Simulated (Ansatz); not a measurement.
```
Si Ge
1.0
     3.79947    0.00000    0.00000
    -1.89974    3.29044    0.00000
     0.00000    0.00000    6.27903
Si Ge
2 2
Direct
  0.66667 0.33333 0.87450
  0.33333 0.66667 0.37450
  0.66667 0.33333 0.51613
  0.33333 0.66667 0.01613
```

Space group P6₃mc; a structure from a database of computed crystals, not necessarily the ambient phase; changed on purpose from its base cell (shift of Ge3 along [0 0 1], its symmetry partners moved alike: +0.100 A in the relaxed cell; volume per atom at fixed shape 19.6250); not relaxed (largest force 1.5 eV/Å); computed pressure about 6 GPa in this cell; PAW files of the earlier set (soft_1).

Computed with Ansatz, DFT LDA, scalar-relativistic, plane waves, PAW.

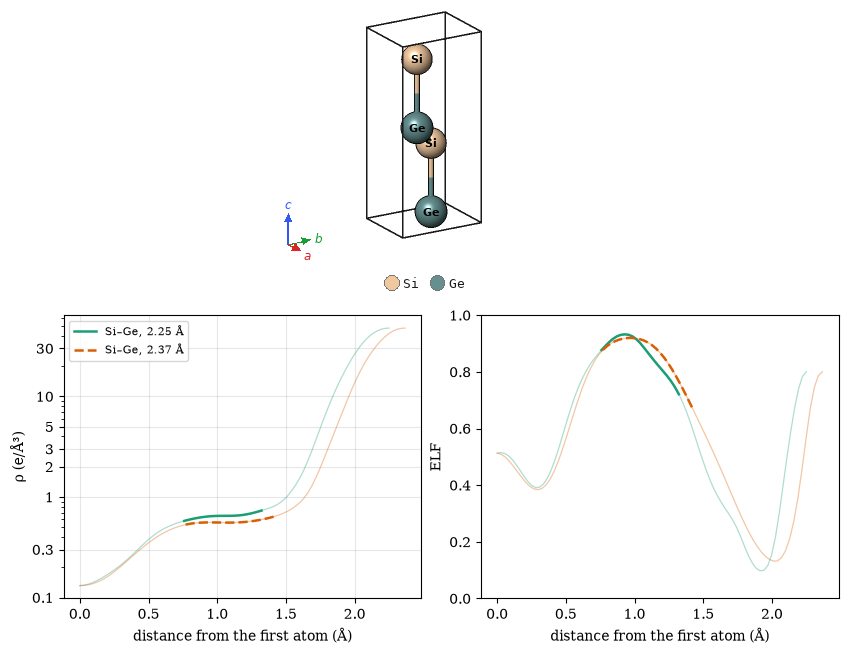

SiGe. Valence pseudo-density and electron localisation function along straight lines between neighbouring atoms. Thin, pale parts lie inside the atomic spheres. The structure is drawn too.

The density is the valence pseudo-density of a PAW calculation; it isn't the true density close to the nuclei.

### What can be read from the curves?

Si–Ge (2.25 Å): ρ at the midpoint is about 0.65 e/Å³; the ELF peaks at about 0.95 between the atoms.
Si–Ge (2.37 Å): ρ at the midpoint is about 0.56 e/Å³; the ELF peaks at about 0.90 between the atoms.
